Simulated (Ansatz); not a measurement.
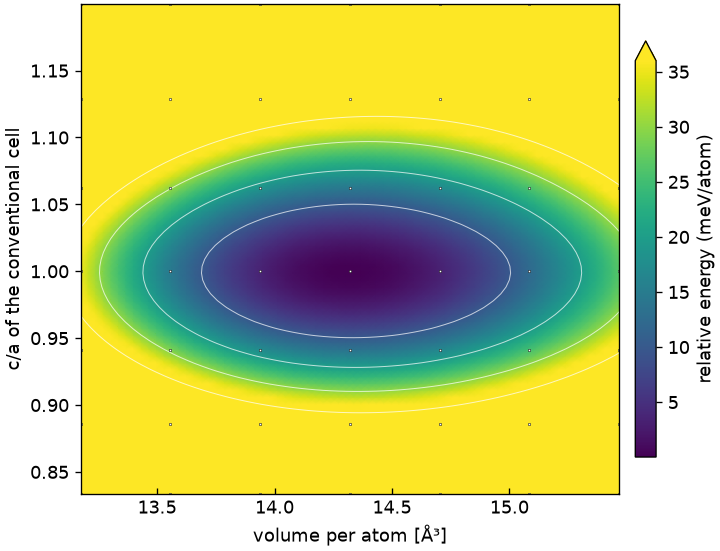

Al₃Cu (Pm-3m, No. 221; 4 atoms in the cell). 
- The energy is mapped over volume and the cell's shape.
- First axis: volume per atom. Second axis: c/a of the conventional cell.
- Nothing is relaxed (symmetry fixes all fractional coordinates).
- The scan uses a 7 × 7 grid.
- Points are written as (first, second).
- Energies: meV/atom, counted from the lowest grid point.
- These are results of DFT LDA, scalar-relativistic, plane waves, PAW (Ansatz 0.2.0), not measurements. Settings: cutoff 520 eV, k-mesh 12×12×12, gaussian smearing 0.15 eV, no spin polarisation.

In the figure: a smooth colour map with a few white contour lines, dots at the grid points, one colour for all values above the top of the scale. Between grid points the surface is interpolated.

Question: Where is the minimum, and how stiff is the well along each coordinate?

Answer: The interpolated minimum is at volume per atom ≈ 14.321 Å³, c/a of the conventional cell ≈ 1.000. The curvatures there are about 0.18 eV/(Å³)² and 35 eV, with a cross term of about 0 eV/Å³ (per cell of 4 atoms). Round the minimum the two coordinates are nearly uncoupled.

PAW datasets: the set soft_1.
